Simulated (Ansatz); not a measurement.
## Sr (space group Im-3m, No. 229): the states at the Fermi level

The calculation's input:

```yaml
crystal:
  lattice:
    - [-2.435, 2.435, 2.435]
    - [2.435, -2.435, 2.435]
    - [2.435, 2.435, -2.435]
  atoms:
    - { symbol: Sr, position: [0.0, 0.0, 0.0] }
basis:
  ecutwfc: 420
kpoints:
  mp_grid: { grid: [12, 12, 12] }
hamiltonian:
  xc: pbe
scf:
  occupations: { method: gaussian, width: 0.05 }
output:
  forces: true
  eigenvalues: true
  eigenstates:
    nscf_kmesh: { grid: [34, 34, 34] }
    top_band: c6
    de_dk: true
    localisation: false
  stress: true
checkpoint:
  write: ck
  compress: false
  write_wavefunctions: false
  write_every: 100000
```

Launched as:

```sh
ansatz run input.yaml --threads 1 --pin off --max-ram 3072MiB --backend cpu --events-out ev --progress --plain --runs-dir out
```

Method: DFT PBE, scalar-relativistic, plane waves, PAW; levels and slopes on a dense k mesh at the converged density in Ansatz 0.2.0. No spin polarisation. The levels come from a k mesh of 34×34×34 points. Cell and positions as given, without relaxation.

## 1. The sheets

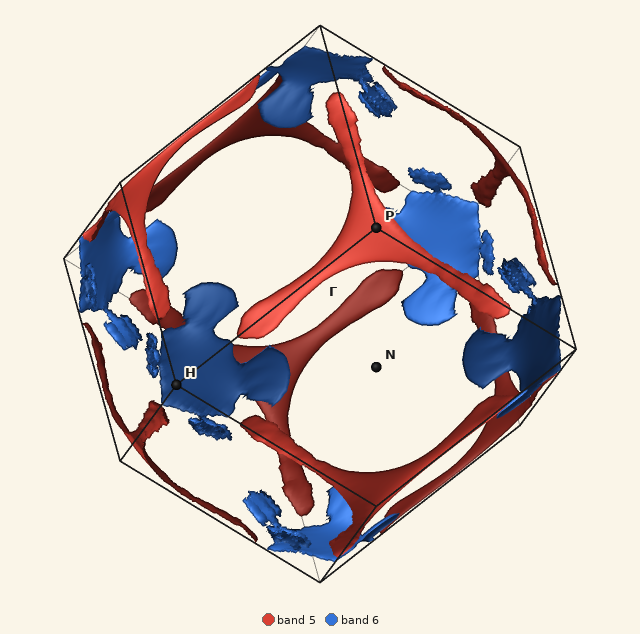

Computed Fermi surface of this crystal. Each colour is one band. The brighter face of a sheet looks towards empty states.

**Summarise the topology of this Fermi surface.**

Two bands cross the Fermi level; this is a three-dimensional metal.

Band 5: two hole pockets centred at P (each 0.84 % of the zone).
Band 6: one electron pocket centred at H (1.7 % of the zone).
A pocket cut by a face of the zone is counted once with the part on the opposite face.

**What does the calculation give for N(E_F) and the Drude plasma frequency?**

The density of states at the Fermi level is 1.3 states/eV per primitive cell. The intraband plasma frequency is 2.1 eV in all directions.

## 2. Speeds

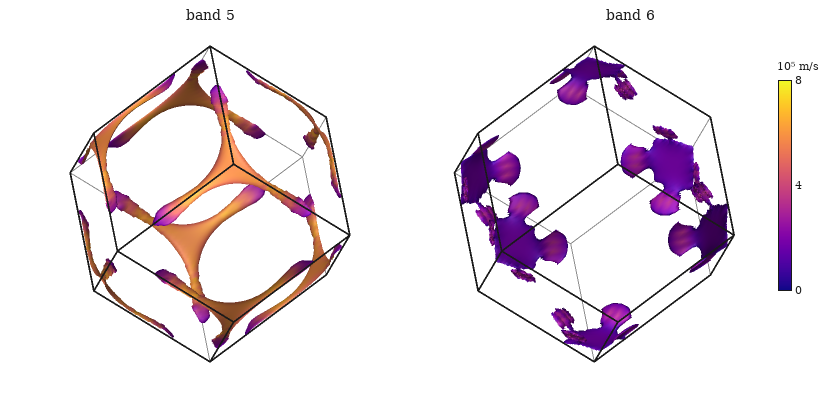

Fermi surface of this crystal, coloured by the Fermi speed.

**How fast are the electrons on each sheet?**

Band 5: 2.6 to 6.4 × 10⁵ m/s over most of the sheet, 4.5 × 10⁵ m/s on average over states. Band 6: 0.78 to 3.5 × 10⁵ m/s over most of the sheet, 1.9 × 10⁵ m/s on average over states.

**Which of these bands adds most to the density of states at the Fermi level?**

Band 6, with 0.93 of 1.3 states/eV per cell.

## 3. Cuts and bands

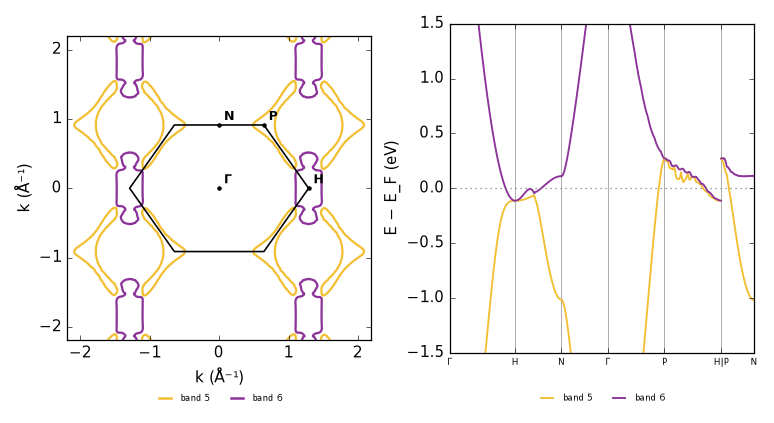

This crystal: cut through the Fermi surface in the plane through Γ, H and P, and the bands that cross the Fermi level.

**Give each band's level at the labelled points, in eV from the Fermi level.**

```csv
band,Γ,H,N
band 5,below,−0.11,−1.01
band 6,above,−0.11,+0.11
```

Negative values are filled states; "above" and "below" lie outside the plotted window.

Spin-orbit coupling is left out; with Sr it can split, shift or remove sheets. Necks and pockets thinner than about two mesh steps aren't resolved, so separate pockets may in truth be joined.

The run (self-consistency and the dense mesh) took 25 s on 1 thread of Arm Neoverse V1, on a shared host, peak memory 0.58 GiB.
